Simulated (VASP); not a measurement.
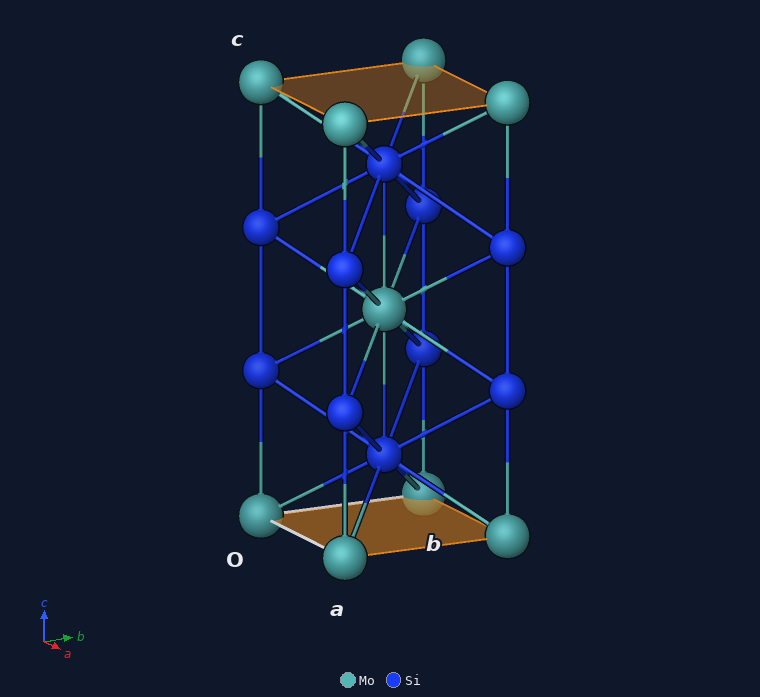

For Si2Mo, the end point of a relaxation with VASP 6.6.1, VASP Kohn-Sham DFT of a periodic cell, PBEsol with ULG, VASP PAW PBE potentials, recommended: every member of one family of equally spaced planes, hx + ky + lz = a whole number, that cuts the unit cell is shaded (one member passes through the origin O). All values are computed from the atomic coordinates in the standard setting (tolerance 0.002 Å).

a = 3.173 Å, b = 3.173 Å, c = 7.782 Å, α = 90.00°, β = 90.00°, γ = 90.00°.

### Index the planes.

(0 0 1); the opposite sign names the same planes. The member next to the origin meets the axes a never, b never, c at 1.

### What is the spacing?

d = 7.782 Å.

### Which atoms of the cell lie in these planes (within 0.03 Å)?

1 of the 2 Mo.
